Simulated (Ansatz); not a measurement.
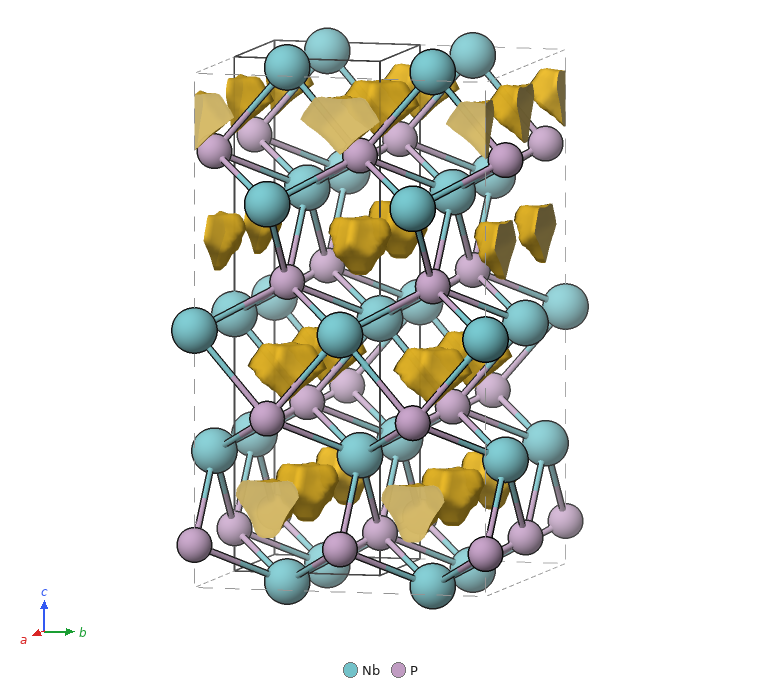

The yellow surface encloses the points that the centre of a probe sphere of radius 0.35 Å can occupy in NbP (I4_1md), computed on a grid of about 0.14 Å (2×2×1 cells shown, view slightly off an axis; pale faces close the region where the box cuts it).

The atoms' radii are covalent radii (Cordero): Nb 1.64 Å, P 1.07 Å.

The cell is taken from the end point of a relaxation with Ansatz 0.2.0, DFT, r2SCAN+rVV10, plane waves, PAW.

```xyz
8
Lattice="3.3335 0.0000 0.0000 0.0000 3.3335 0.0000 0.0000 0.0000 11.4285" Properties=species:S:1:pos:R:3 pbc="T T T"
Nb    1.6668    1.6668   11.4271
Nb    1.6668    0.0000    2.8557
P     0.0000    0.0000    0.9458
P     1.6668    0.0000    9.5172
Nb    0.0000    0.0000    5.7128
Nb    0.0000    1.6668    8.5700
P     1.6668    1.6668    6.6600
P     0.0000    1.6668    3.8029
```

Is the space open to the probe made of pockets or channels?

Answer. They are isolated pockets that do not connect across cells.

What share of the cell can the probe's centre reach?

Answer. About 3.7 % of the volume (4.7 Å³ of 127.0 Å³).

Give the largest included and the largest free sphere.

Answer. The largest sphere that fits anywhere has a diameter of 1.69 Å; the largest that can travel through the crystal, about 0.5 Å.

How does the connectivity change as the probe shrinks?

Answer. Below a radius of about 0.27 Å the space forms one-dimensional channels along [010] and its symmetry equivalents, which do not meet. Below a radius of about 0.16 Å the space forms a three-dimensional network. These are grid estimates, good to about 0.05 Å.
